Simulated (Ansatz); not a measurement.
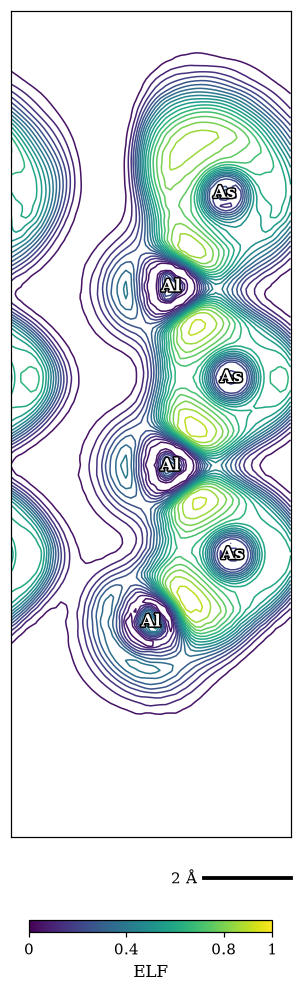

The picture shows: AlAs (slab). ELF on the (100) plane of the calculation cell, a cut from vacuum to vacuum.

Method: Ansatz 0.2.0, DFT PBE, scalar-relativistic, plane waves, PAW.

In a PAW calculation such maps are meaningful between the atoms, not at the nuclei.

Question: What do the fields say about this system?

Answer: The section cuts through Al and As sites. Al–As (2.44 Å): the ELF peaks at about 0.90 between the atoms, as expected for a covalent bond. Al–As (2.50 Å): the ELF peaks at about 0.90 between the atoms, as expected for a shared electron pair. The ELF also peaks beside As, away from the bonds: lone-pair regions.
